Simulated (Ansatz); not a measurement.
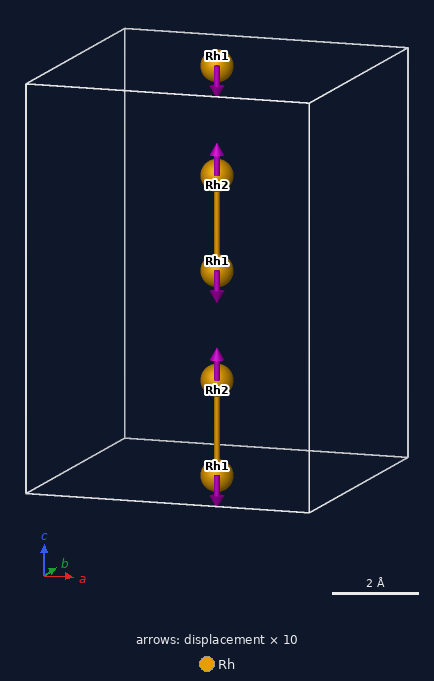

This is a relaxation of a wire of composition Rh. The starting structure is drawn; purple arrows show the displacements (the part carried along by the change of the cell is left out), 10 times their true length.

Style: ball-and-stick. Shown: the 2 repeat of the cell, with the vacuum cut short, slightly off an axis.

Case: dimerised chain of atoms.

All numbers below come from DFT PBE, scalar-relativistic, plane waves, PAW in Ansatz. (plane-wave cutoff 420 eV; k-point mesh 1 × 1 × 13; occupations gaussian; smearing width 0.05 eV; collinear spin; cell relaxed at fixed a, b, alpha, beta, gamma; force threshold 0.01 eV/Å; at most 45 steps)

Q: Describe the change and its energy.

A: The energy falls by 0.505 eV per cell of the calculation in 3 accepted moves (4 points after the start). Largest force component: 1.1 eV/Å at the start, 0.0011 eV/Å at the end. The SCF was repeated once at an unchanged geometry on a basis and grid sized afresh for the cell, which shifted the energy by 4.0 meV per cell of the calculation at most. The largest moves relative to the layer's centre, 0.078 Å, are those of Rh1 and Rh2. Along the periodic axis the drawn cell goes c 9.750 → 8.968 Å (−8.0 %). Some distances before and after: Rh1–Rh2 2.608 → 2.242 Å, Rh1–Rh2 (another image) 2.267 → 2.242 Å.

Limits of the set-up: the k-point mesh is coarse for a cell with partly filled bands.
